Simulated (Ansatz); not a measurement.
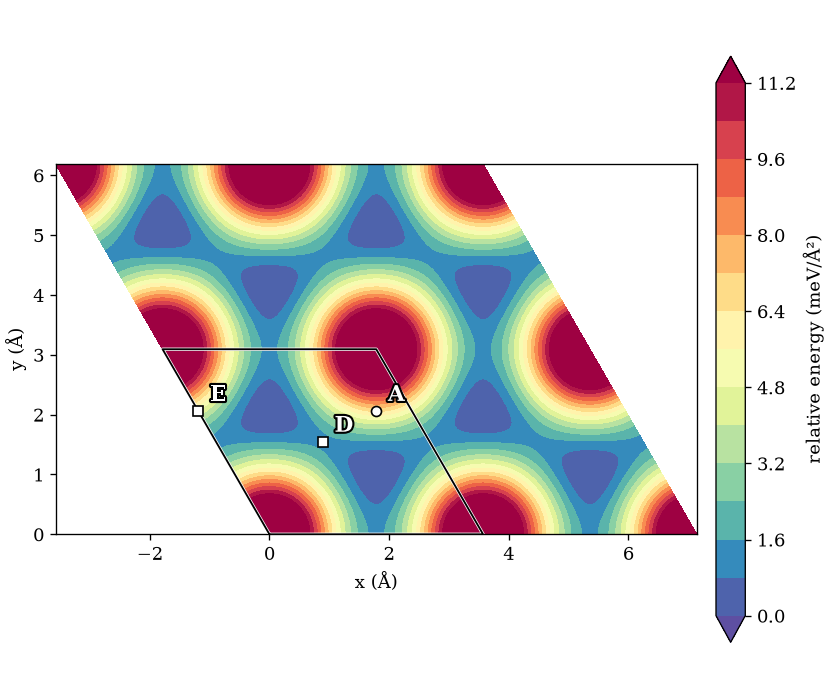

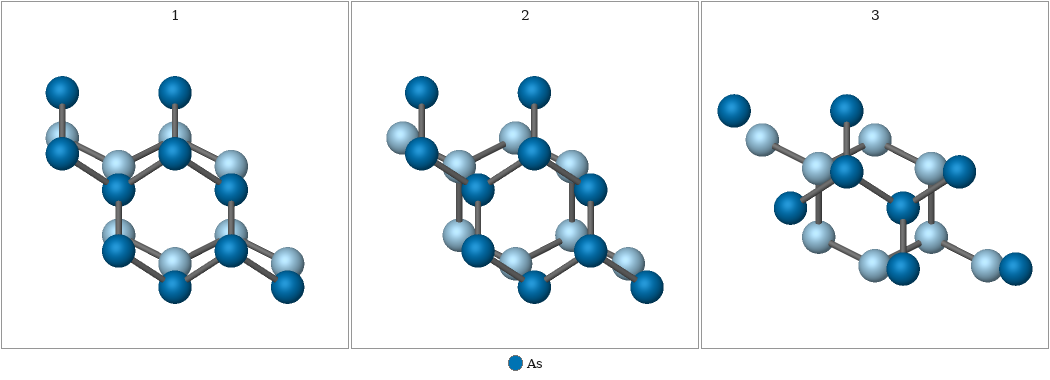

A bilayer of two As sheets, the upper one turned by 180 degrees about the normal (4 atoms in the cell). The upper layer of a bilayer is slid over the lower one; relaxed at each slide: nothing; the origin of the map has As3 above As2; the distance between the facing planes is held at 3.27 Å. Places are given modulo a cell vector. The map is drawn in real space over the plane of the slide. The scan uses a 6 × 6 grid; 7 points were computed and 29 follow by symmetry. All energies are given in meV/Å² relative to the lowest grid point. At a held distance the lowest stacking need not be the one that binds best once the distance relaxes. Method: DFT PBE+D3(BJ), scalar-relativistic, plane waves, PAW (Ansatz 0.2.0). Settings: cutoff 420 eV, k-mesh 9×9×1, gaussian smearing 0.05 eV, no spin polarisation.

Drawn: filled contours, the outline of one cell of the 2 × 2 shown, one colour for all values above the top of the scale, lettered points. Between grid points the surface is interpolated. The numbered pictures are the structures at these points, in random order. They are seen from 5° off the normal. The lower layer is drawn fainter.

Question: Which structure belongs to which point?

Answer: A is structure 1: (5/6, 4/6) of the cell vectors, 6.5 meV/Å²; D is structure 3: (3/6, 3/6) of the cell vectors, 1.4 meV/Å²; E is structure 2: (0/6, 4/6) of the cell vectors, 4.7 meV/Å².
